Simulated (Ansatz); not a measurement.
NiO

Input file:

```
crystal:
  lattice:
    - [0.0, 2.1609599945, 1.9551542807]
    - [2.1609599945, 0.0, 1.9551542807]
    - [2.1609599945, 2.1609599945, 0.0]
  atoms:
    - { symbol: Ni, position: [0.0, 0.0, 0.0], spin: 1.14 }
    - { symbol: O, position: [0.5, 0.5, 0.5], spin: 0.2 }
basis:
  ecutwfc: 420
kpoints:
  mp_grid: { grid: [26, 26, 26] }
hamiltonian:
  xc: pbesol
scf:
  occupations: { method: gaussian, width: 0.15 }
output:
  forces: true
  stress: true
  eigenvalues: true
  populations: true
  write_density: true
  write_potential: true
  elf: true
  volumetric_format: npy
magnetization:
  spin_polarized: true
```

Launched as:

```sh
ansatz run input.yaml --threads 2 --pin off --max-ram 5120MiB --backend cpu --events-out ev --progress --plain --runs-dir out
```

Below, planes, directions and counts refer to the conventional cell (a = 3.06 Å, b = 3.06 Å, c = 3.91 Å, α = 90.00°, β = 90.00°, γ = 90.00°).

Space group I4/mmm; changed on purpose from its base cell (strain +0.050 along x and y, -0.050 along z, atoms carried along); computed pressure about −5 GPa in this cell; spin-polarised.

Method: DFT PBEsol, scalar-relativistic, plane waves, PAW (Ansatz 0.2.0).

The density is the valence pseudo-density of a PAW calculation; it isn't the true density close to the nuclei.

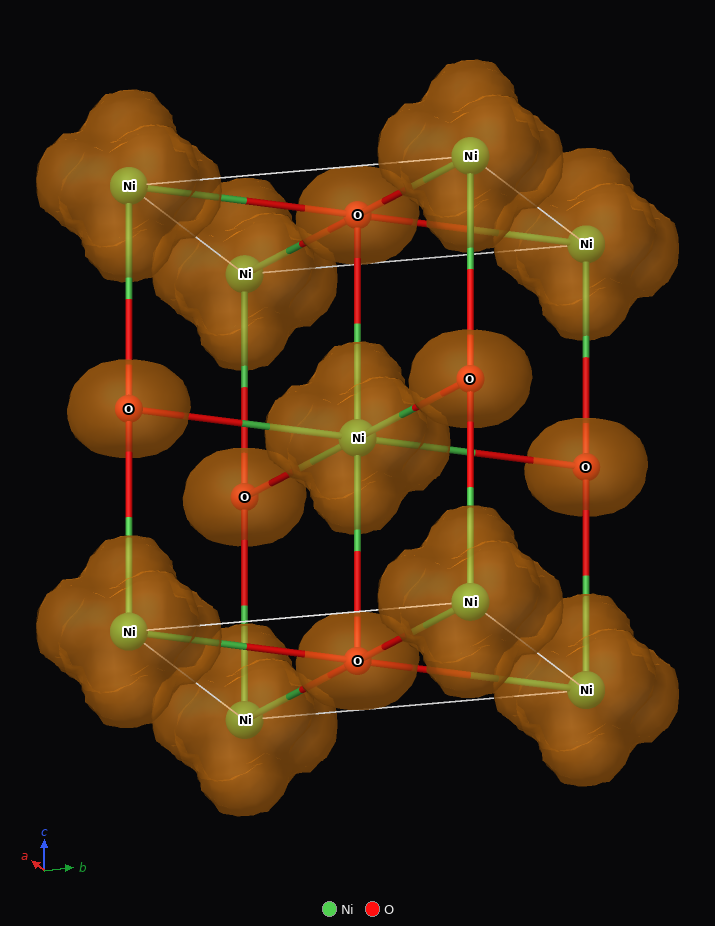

Figure 1. Isosurfaces of the spin density at +0.15 (orange) and −0.15 e/Å³ (purple), seen at an oblique angle. Sticks mark near contacts.

Q: Describe the spin distribution.

A: The spin density sits on Ni: +1.1 μB (×2) in one cell of 4 atoms, with smaller moments on other sites: O (up to +0.22 μB): parallel moments (a ferromagnetic arrangement) in this solution. The cell of the calculation (2 atoms) carries 1.4 μB of net spin moment. Only one sign reaches the isovalue.

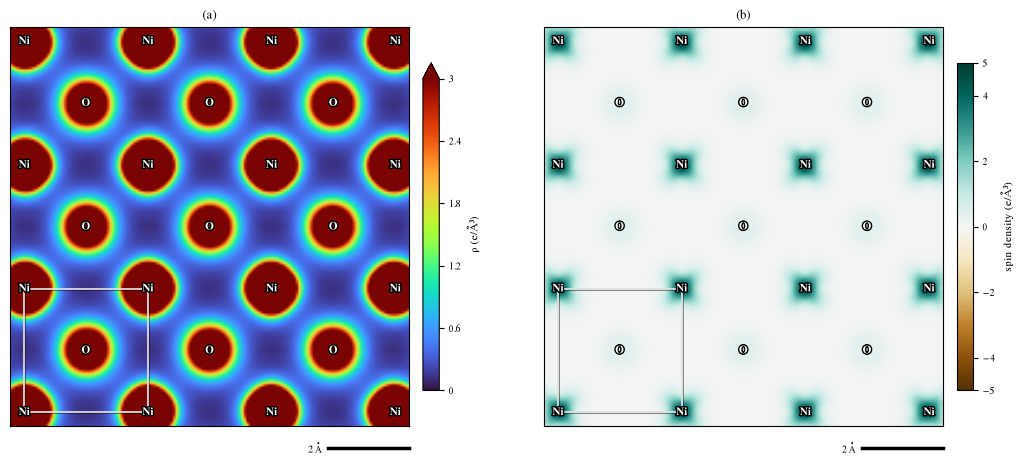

Figure 2. (a) valence pseudo-density; (b) magnetisation density (up minus down) on the (001) plane of the conventional cell.

Q: Describe what can be read from this map.

A: The plane passes through Ni and O nuclei.
Ni–O (2.16 Å): the density is about 0.4 e/Å³ at the midpoint.
Between the atoms the lowest density in this plane is 0.12 e/Å³.

Q: Does the calculation give a band gap?

A: It is metallic or semimetallic at this level of theory: no gap opens; semilocal functionals without U, or without the true magnetic order, often close the gap of such compounds.
